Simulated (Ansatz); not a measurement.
C212N3 (cell with a defect), 215 atoms, a = 10.71 Å, b = 10.71 Å, c = 10.71 Å, α = 90.00°, β = 90.00°, γ = 90.00°.

PAW files of the earlier set (soft_1); spin-polarised.

All numbers below come from DFT HSE06, scalar-relativistic, plane waves, PAW (Ansatz 0.2.0).

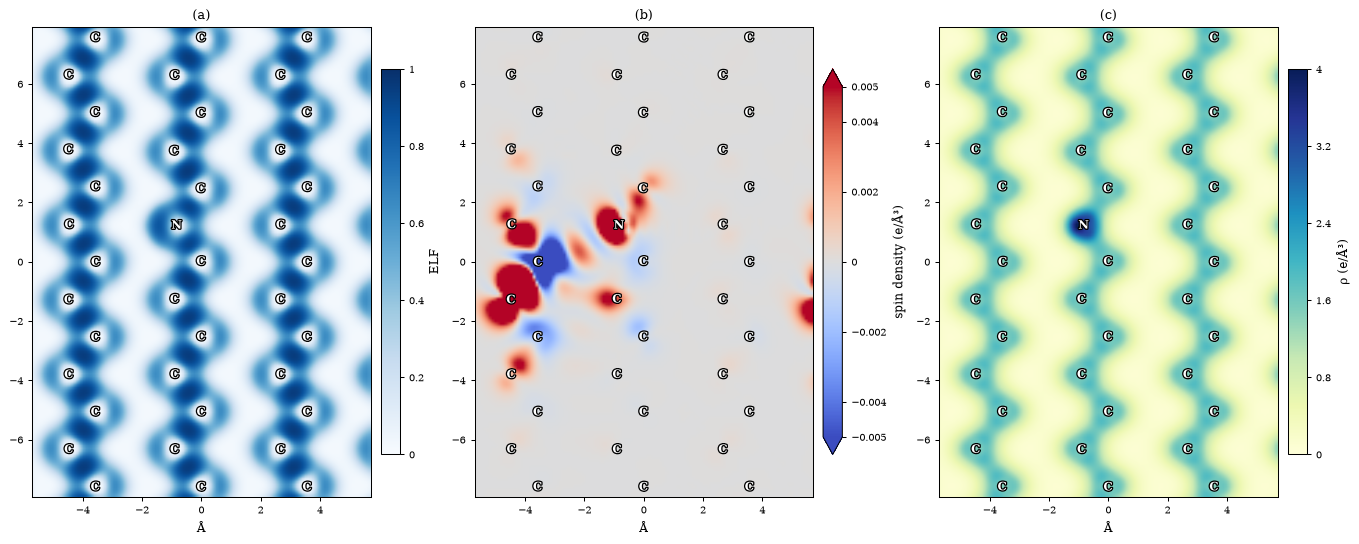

C212N3 (cell with a defect). (a) ELF; (b) spin density (up minus down); (c) valence pseudo-density on the (011) plane of the calculation cell.

> What do the fields say about this system?

- Atoms in the plane: N and C.
- C–N (1.48 Å): the density is about 1.9 e/Å³ at the midpoint; the ELF peaks at about 0.90 between the atoms (localised, covalent bonding).
- C–C (1.55 Å): ρ is about 1.6 e/Å³ halfway; the ELF peaks at about 0.95 between the atoms, as expected for a shared electron pair.
- Between the atoms the lowest density in this plane is 0.07 e/Å³.
- The spin density sits on C: +0.3 μB in one cell of 215 atoms: with much of the spin spread outside that site. The cell of the calculation (215 atoms) carries 1.0 μB of net spin moment.
